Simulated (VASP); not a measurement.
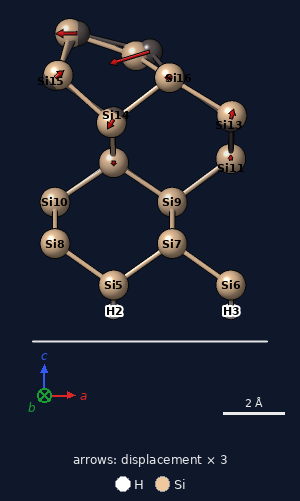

A relaxation of a slab of composition Si7H2. The starting structure is drawn faded, the final one solid; red arrows show the displacements, magnified 3 times.

A ball-and-stick model of the cell of the calculation, outlined in the plane, without the vacuum (origin shifted), seen along the b axis.

The run lets the atoms move in a fixed cell. 10 atoms are held fixed.

Method: Kohn-Sham DFT of a periodic cell, PBE, VASP PAW PBE potentials, recommended (VASP).

The input:
```
SYSTEM = Si7H2
PREC = Normal
ENCUT = 450
EDIFF = 1E-6
ISMEAR = 0
SIGMA = 0.05
LREAL = Auto
LASPH = .TRUE.
NELM = 80
ALGO = Normal
ISIF = 2
LWAVE = .FALSE.
LCHARG = .FALSE.
LDIPOL = .TRUE.
IDIPOL = 3
DIPOL = 0.5 0.5 0.472
GGA = PE
IBRION = 2
NSW = 90
EDIFFG = -0.03
```

Command:
```bash
cat potpaw_PBE.64/H/POTCAR potpaw_PBE.64/Si/POTCAR > POTCAR
mpirun -np 8 vasp_std > vasp.out
```

### Atoms of which element are displaced furthest, and by how much?

Silicon: up to 0.48 Å, against 0.00 Å for hydrogen.

### What happened in the run?

After 31 geometry steps the energy has fallen by 0.582 eV per cell of the calculation. Largest force component: 1.6 eV/Å at the start, 0.43 eV/Å at the end. The largest move is that of a Si atom, 0.48 Å at 73° to the normal (−c side). H stays in place. The lattice vectors keep their values. Near-neighbour distances that change, for instance: Si–Si 2.471 → 2.307 Å, Si–Si 2.536 → 2.405 Å, Si–Si 2.243 → 2.340 Å, Si–Si 2.368 → 2.425 Å. Bond angles that change, for instance: Si–Si–Si 98.1° → 88.2°, Si–Si–Si 95.6° → 105.2°, Si–Si–Si 109.5° → 100.5°.
